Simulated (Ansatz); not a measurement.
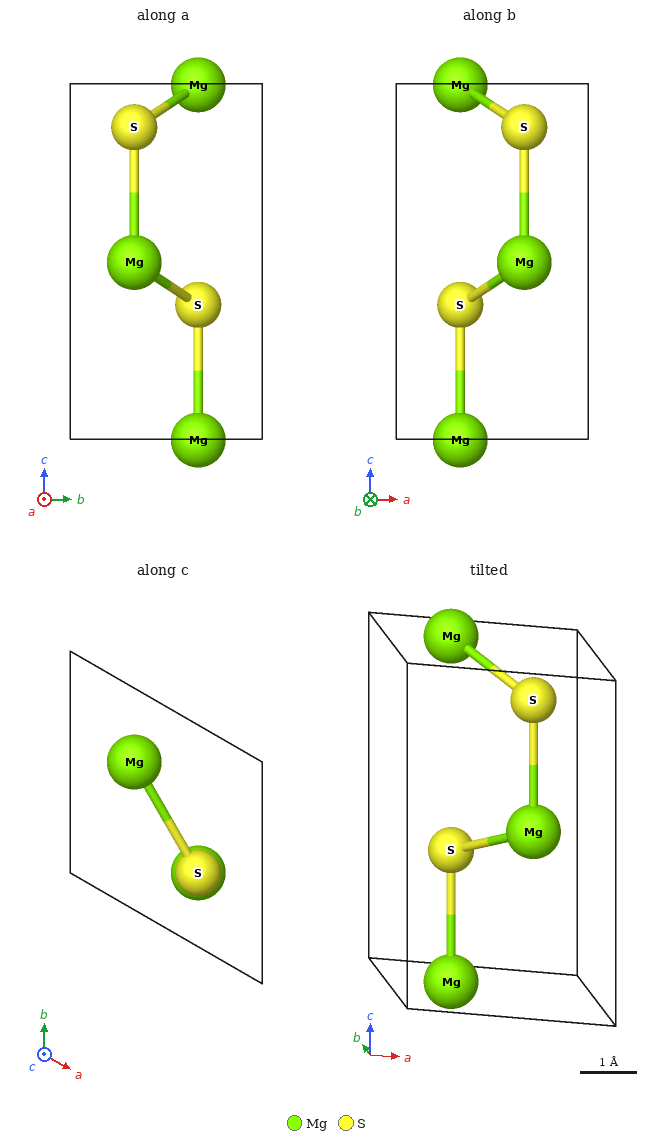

The figure gives a ball-and-stick picture of the atoms, viewed along the a axis, along the b axis, along the c axis and slightly off an axis. The conventional unit cell is outlined; an atom on or near a face, edge or corner is repeated at each equivalent position.

Lattice parameters: a = 4.0286 Å, b = 4.0286 Å, c = 6.4544 Å, α = 90.000°, β = 90.000°, γ = 120.000°.

Question: Give the structure in the form of a CIF in P1 with every atom of the cell, with free fractional coordinates to two decimals.

Answer:
```cif
data_structure
_symmetry_space_group_name_H-M 'P 1'
_symmetry_Int_Tables_number 1
_cell_length_a 4.0286
_cell_length_b 4.0286
_cell_length_c 6.4544
_cell_angle_alpha 90.000
_cell_angle_beta 90.000
_cell_angle_gamma 120.000
_cell_volume 90.72
loop_
_atom_site_label
_atom_site_type_symbol
_atom_site_fract_x
_atom_site_fract_y
_atom_site_fract_z
_atom_site_occupancy
Mg1 Mg 0.3333 0.6667 0.00 1
Mg2 Mg 0.6667 0.3333 0.50 1
S1 S 0.3333 0.6667 0.38 1
S2 S 0.6667 0.3333 0.88 1
```

Starting structure: a structure type filled with these elements by a generator (whether the compound takes this form wasn't checked). Earlier steps of the study may have refined or changed the cell and positions. It went into a calculation with Ansatz.
